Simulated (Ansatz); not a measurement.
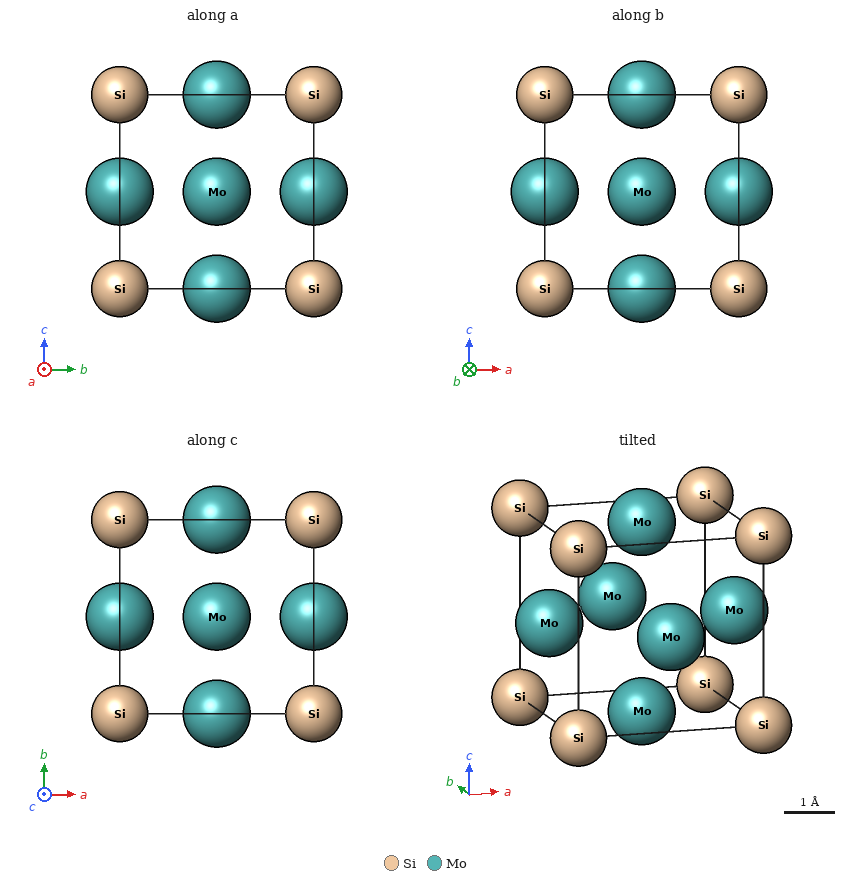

The crystal in a spheres-only representation, seen along the a axis, along the b axis, along the c axis and slightly off an axis. The frame is the conventional unit cell; atoms at its boundary are shown with their periodic copies.

Lattice parameters: a = 3.9151 Å, b = 3.9151 Å, c = 3.9151 Å, α = 90.000°, β = 90.000°, γ = 90.000°.

Q: Write down what is shown as a CIF with its space group and independent sites.

A:
```cif
data_structure
_symmetry_space_group_name_H-M 'P m -3 m'
_symmetry_Int_Tables_number 221
_cell_length_a 3.9151
_cell_length_b 3.9151
_cell_length_c 3.9151
_cell_angle_alpha 90.000
_cell_angle_beta 90.000
_cell_angle_gamma 90.000
_cell_volume 60.01
loop_
_atom_site_label
_atom_site_type_symbol
_atom_site_symmetry_multiplicity
_atom_site_Wyckoff_symbol
_atom_site_fract_x
_atom_site_fract_y
_atom_site_fract_z
_atom_site_occupancy
Si1 Si 1 a 0.0000 0.0000 0.0000 1
Mo1 Mo 3 c 0.0000 0.5000 0.5000 1
```

Starting structure: a structure type filled with these elements by a generator (whether the compound takes this form wasn't checked). The structure drawn was relaxed with DFT PBE, scalar-relativistic, plane waves, PAW (Ansatz).
